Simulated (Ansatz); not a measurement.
Read the following structure.

```xyz
6
Lattice="5.4143 0.0000 0.0000 0.0000 5.4143 0.0000 0.0000 0.0000 3.3032" Properties=species:S:1:pos:R:3 pbc="T T T"
Zr    1.6056    1.6056    0.0000
Zr    3.8087    3.8087    0.0000
Zr    4.3128    1.1016    1.6516
Zr    1.1016    4.3128    1.6516
N     0.0000    0.0000    0.0000
N     2.7072    2.7072    1.6516
```

Question: Interpret the file: composition, symmetry and coordination.

Answer: The material is Zr2N. Symmetry: P4_2/mnm (No. 136), primitive tetragonal lattice. In the cell are 4 Zr, 2 N, which makes 2 formula units. Numbers of contacts at bonding distance: Zr 14 and N 6.

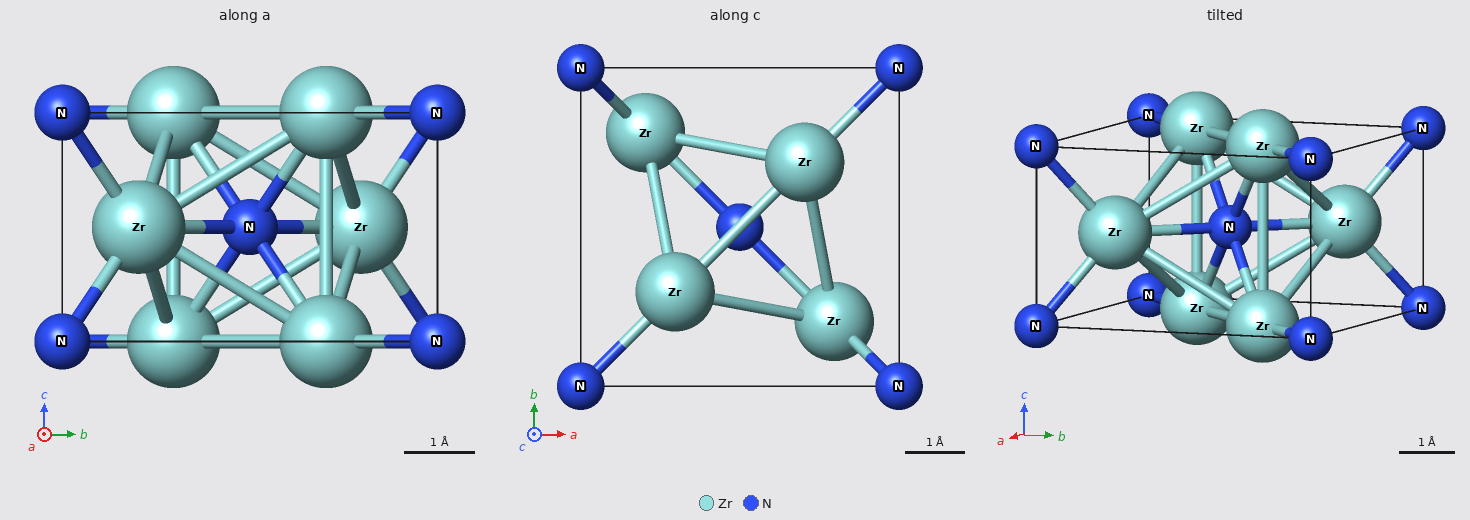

Crystal structure, ball-and-stick style, seen along the a axis, along the c axis and slightly off an axis. One conventional unit cell is framed, with atoms on its boundary repeated. Colours: zirconium light teal, nitrogen blue.

Its origin is a structure listed in the Materials Project, with elements exchanged, so it need not be a known form of the compound. Relaxation method: DFT r2SCAN, scalar-relativistic, plane waves, PAW in Ansatz.
